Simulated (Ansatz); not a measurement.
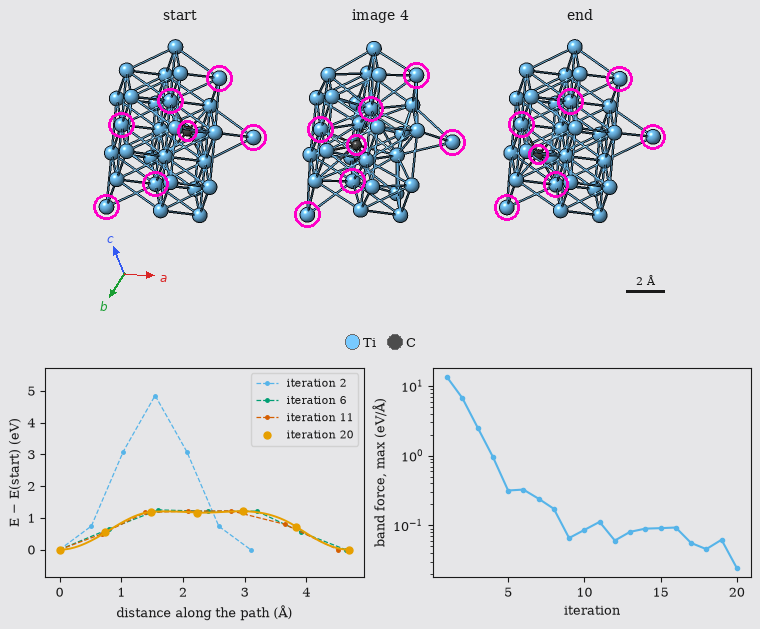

A search for the minimum-energy path of a defect cell of composition Ti₁₆C (17 atoms in the cell) by the nudged elastic band. Images are numbered from 0 (start) to 6 (end). The plot follows the band through its iterations. The picture is a ball-and-stick view of the atoms within 5.1 Å of the middle of the path, seen from a free direction. The atoms that move most are ringed. Bonds to atoms that aren't drawn are left out.

Level of theory: Ansatz, DFT PBE, scalar-relativistic, plane waves, PAW.

Input
```yaml
crystal:
  lattice:
    - [-4.1120350457, -4.1120350457, -4.1120350457]
    - [-4.1120350457, 4.1120350457, 4.1120350457]
    - [4.1120350457, 4.1120350457, -4.1120350457]
  atoms:
    - { symbol: Ti, position: [0.7552846862, -0.0001771265, 0.2553100821] }
    - { symbol: Ti, position: [0.5000144174, 7.4438e-05, 0.4999803632] }
    - { symbol: Ti, position: [0.2444219301, -0.0001533119, 0.744443171] }
    - { symbol: Ti, position: [0.7499995099, 0.4999800882, 0.7499436626] }
    - { symbol: Ti, position: [0.7555896869, 0.2554443896, 2.8031e-06] }
    - { symbol: Ti, position: [0.4999814399, 0.2553995696, 0.2555540482] }
    - { symbol: Ti, position: [0.2499813552, 0.2499710155, 0.4999426762] }
    - { symbol: Ti, position: [-3.67243e-05, 0.2499428795, 0.7499780612] }
    - { symbol: Ti, position: [4.901e-07, 6.13242e-05, -2.8031e-06] }
    - { symbol: Ti, position: [0.7500332449, 0.7500199118, 0.5000531516] }
    - { symbol: Ti, position: [0.4999779291, 0.7445100266, 0.7446884711] }
    - { symbol: Ti, position: [0.5000255732, 0.5001007088, -4.9857e-06] }
    - { symbol: Ti, position: [0.2499868307, 0.4999657983, 0.2500233715] }
    - { symbol: Ti, position: [3.0412e-05, 0.5000882472, 0.5000132859] }
    - { symbol: Ti, position: [0.2447123049, 0.7445488406, 3.3393e-06] }
    - { symbol: Ti, position: [5.21545e-05, 0.7500288397, 0.250052624] }
    - { symbol: C, position: [0.5000261545, 0.0002157405, -6.0585e-06] }
basis:
  ecutwfc: 420
  xc_grid: 2
kpoints:
  mp_grid: { grid: [4, 4, 4], shift: [0.5, 0.5, 0.5] }
hamiltonian:
  xc: pbe
scf:
  occupations: { method: gaussian, width: 0.1 }
output:
  forces: true
neb:
  images: 5
  f_tol: 0.05
  max_iterations: 70
  order_check: false
  final_atoms:
    - { symbol: Ti, position: [0.7500521545, 2.88397e-05, 0.250052624] }
    - { symbol: Ti, position: [0.5000332449, 1.99118e-05, 0.5000531516] }
    - { symbol: Ti, position: [0.2499779291, -0.0054899734, 0.7446884711] }
    - { symbol: Ti, position: [0.7499632757, 0.4999428795, 0.7499780612] }
    - { symbol: Ti, position: [0.7500004901, 0.2500613242, -2.8031e-06] }
    - { symbol: Ti, position: [0.5052846862, 0.2498228735, 0.2553100821] }
    - { symbol: Ti, position: [0.2500144174, 0.250074438, 0.4999803632] }
    - { symbol: Ti, position: [-0.0055780699, 0.2498466881, 0.744443171] }
    - { symbol: Ti, position: [-0.0052876951, -0.0054511594, 3.3393e-06] }
    - { symbol: Ti, position: [0.750030412, 0.7500882472, 0.5000132859] }
    - { symbol: Ti, position: [0.4999995099, 0.7499800882, 0.7499436626] }
    - { symbol: Ti, position: [0.5055896869, 0.5054443896, 2.8031e-06] }
    - { symbol: Ti, position: [0.2499814399, 0.5053995696, 0.2555540482] }
    - { symbol: Ti, position: [-1.86448e-05, 0.4999710155, 0.4999426762] }
    - { symbol: Ti, position: [0.2500255732, 0.7501007088, -4.9857e-06] }
    - { symbol: Ti, position: [-1.31693e-05, 0.7499657983, 0.2500233715] }
    - { symbol: C, position: [0.2500261545, 0.2502157405, -6.0585e-06] }
```

Command:
```bash
ansatz run input.yaml --threads 4 --pin off --max-ram 10240MiB --backend cpu --events-out ev --progress --plain --runs-dir out
```

How did the profile develop, and is the result final?

Answer. The run is converged, with reservations. The band converged in 20 iterations. The largest component of the band force went from 13 to 0.024 eV/Å. The climbing image converged on the top of the path. Its curvatures weren't checked. The first iteration put the highest image at 9.06 eV. The barrier is about 1.21 eV in both directions, with image 4 at the top; the ends have the same energy.

Limits of the set-up: the periodic images lie only 7.1 Å apart, so the values are limited by the cell's size.

Cost: 22 min on 4 threads of AMD EPYC 9R45 96-Core Processor (Zen 5), on a shared host, peak memory 4.4 GiB.
